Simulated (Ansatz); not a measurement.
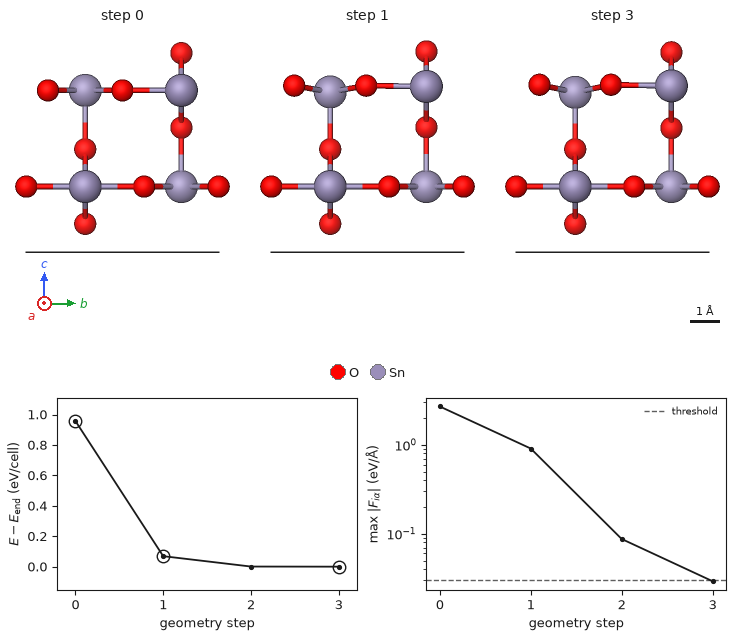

Frames of a constrained relaxation of a slab of composition SnO$_{2}$ (cut from the P4_2/mnm phase), marked on the history of the run. The picture is a ball-and-stick view of the cell of the calculation, outlined in the plane, without the vacuum (origin shifted), seen along the a axis.

Case: clean slab, lower planes held. The slab is the (1 1 0) face of SnO2. 12 atoms are held fixed.

Method: Ansatz 0.2.0, DFT PBE+D3(BJ), scalar-relativistic, plane waves, PAW. Settings: plane-wave cutoff 420 eV; k-point mesh 3 × 2 × 1; occupations gaussian; smearing width 0.05 eV; no spin polarisation; dipole correction; atoms relaxed in a fixed cell; force threshold 0.03 eV/Å; at most 70 steps.

Q: Describe the path.

A: The energy falls by 0.957 eV per cell of the calculation in 3 geometry steps. Largest force component: 2.7 eV/Å at the start, 0.029 eV/Å at the end. The largest moves, 0.21 Å, are those of O atoms. By element the largest moves are O 0.21 Å, Sn 0.16 Å. The cell stays as it was. Some distances before and after: O–Sn 2.082 → 2.195 Å, O–Sn 2.082 → 2.002 Å, O–Sn 2.076 → 2.130 Å, O–Sn 2.082 → 2.066 Å. Among the angles between lasting bonds that change: O–Sn–O 180.0° → 165.1°, O–Sn–O 90.0° → 97.5°, O–Sn–O 101.7° → 94.7°. The run took 38 s on 4 threads of Intel(R) Xeon(R) Platinum 8559C (Emerald Rapids) (shared host), peak memory 2.1 GiB. From step 0 to 1: O atoms move most (0.17 Å), energy −0.888 eV per cell of the calculation. From step 1 to 3: O atoms move most (0.03 Å), energy −69.0 meV per cell of the calculation.

| step | E − E(0), meV/atom | largest force component, eV/Å |
| --- | --- | --- |
| 0 | 0.00 | 2.6969 |
| 1 | -37.00 | 0.9084 |
| 2 | -39.85 | 0.0873 |
| 3 | -39.88 | 0.0293 |
